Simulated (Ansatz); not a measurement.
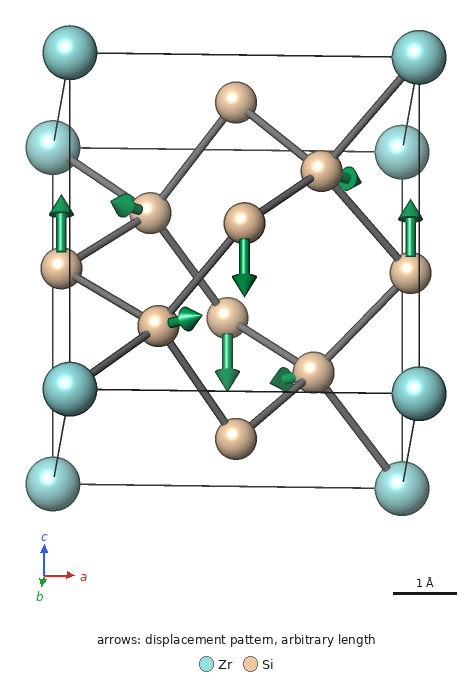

Phonons of crystalline ZrSi7 (a generated structure), at the zone centre. The optical levels lie at 41 (×3), 82 (×3), 307 (×3), 335 (×2), 379, 385 (×3), 398 (×3), 441 (×3) cm⁻¹. One mode is drawn. The green arrows are the displacements of the atoms (eigenvector over the root of the mass), of arbitrary overall length and sign. The picture is a ball-and-stick view of the cell of the calculation, seen from a free direction.

Method: DFT PBEsol, scalar-relativistic, plane waves, PAW in Ansatz. Set-up: plane-wave cutoff 420 eV; k-point mesh 6 × 6 × 6; occupations fermi dirac; smearing width 0.15 eV; no spin polarisation.

The frequencies depend somewhat on the k-mesh and the smearing.

**To which level does it belong?**

The level at 398 cm⁻¹. This is the T₁ mode (triply degenerate; one member of the set is drawn), optical level 7 of 8, counted from below, silent by symmetry (neither infrared- nor Raman-active). The Zr atoms stay at rest; atoms of one kind move against one another, with no net shift of any sublattice; of the bonds it mainly stretches Si–Si, some lengthening while others shorten.
